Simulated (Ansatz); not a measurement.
```
CELL_PARAMETERS angstrom
4.83133 0.00000 0.00000
0.00000 4.83133 0.00000
0.00000 0.00000 6.60742
ATOMIC_POSITIONS crystal
Si 0.18165 0.18165 0.00000
Si 0.31835 0.68165 0.75000
Si 0.68165 0.31835 0.25000
Si 0.81835 0.81835 0.50000
O 0.63999 0.73136 0.69654
O 0.36001 0.26864 0.19654
O 0.73136 0.63999 0.30346
O 0.23136 0.86001 0.94654
O 0.26864 0.36001 0.80346
O 0.13999 0.76864 0.55346
O 0.86001 0.23136 0.05346
O 0.76864 0.13999 0.44654
```

Space group P4₃2₁2; a structure from a database of computed crystals, not necessarily the ambient phase; computed pressure about 2 GPa in this cell.

Method: Ansatz, DFT r2SCAN, scalar-relativistic, plane waves, PAW.

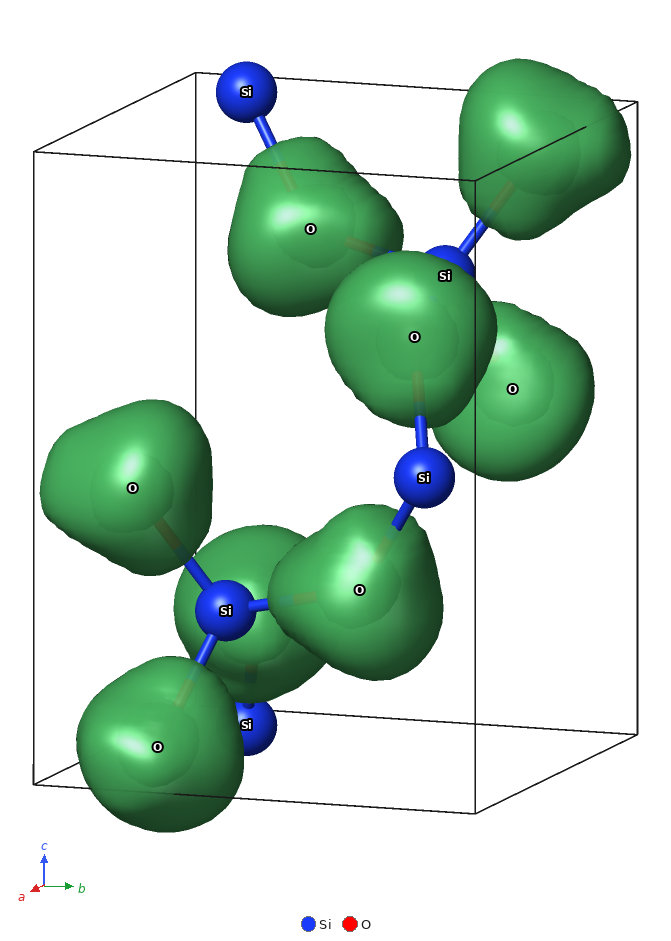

SiO₂. Isosurface of the electron localisation function at 0.75 (green), seen slightly off an axis. Core shells and regions of very low density are left out. Sticks mark near contacts.

> Describe the localisation domains.

At this value the surface marks out eight regions on O in which the atom's valence shell and bonds are merged, counted in one cell of 12 atoms. Any copies at cell faces, edges or corners count once. Profiles from the grid: Si–O (1.61 Å): the ELF peaks at about 0.85 between the atoms (a short, strongly polar bond).

> Metal or insulator at this level of theory?

It is gapped, with a Kohn–Sham gap of 6.6 eV on the k-point mesh (the band edges may lie off the mesh, which would make the gap smaller).
